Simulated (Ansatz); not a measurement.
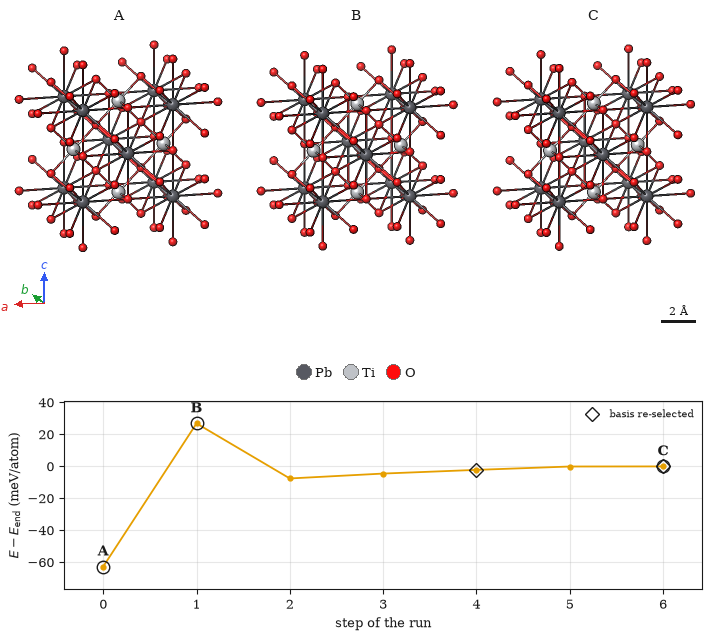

Frames of a relaxation of solid TiPbO$_{3}$ (set up in Pm-3m), marked on the history of the run. Style: ball-and-stick. Shown: the cell of the calculation, slightly off an axis.

The start is a measured structure.

All numbers below come from DFT, PAW plane waves, PBE (Ansatz 0.2.0). Settings: plane-wave cutoff 420 eV; k-point mesh 5 × 7 × 5; occupations fermi dirac; smearing width 0.1 eV; no spin polarisation; cell and atoms relaxed; force threshold 0.03 eV/Å; at most 80 steps.

> What happens along the run?

The atoms keep their places relative to the cell (all moves are under 0.005 Å). The volume changes by −7.6 %, with a = c 5.583 → 5.437 Å (−2.6 %), b 3.948 → 3.844 Å (−2.6 %). Among the contacts that change: O–Pb 2.791 → 2.718 Å, O–Ti 1.974 → 1.922 Å. The space group stays Pm-3m (No. 221). The energy rises by 62.6 meV per atom in 4 accepted moves (6 points after the start). With the target pressure of 20 GPa, the enthalpy E + pV changes by −54.8 meV per atom. All forces vanish by symmetry, so only the cell relaxes. The pressure goes from 2.54 to 20.00 GPa. At 2 points the geometry stayed and the basis and grid were re-selected for the new cell (energy shift of 2.3 meV per atom at most each time). The run took roughly 2.1 core-minutes on a shared host. From step 0 to 1: volume −9.4 %, energy +89.5 meV per atom. From step 1 to 6: volume +1.9 %, energy −26.9 meV per atom.
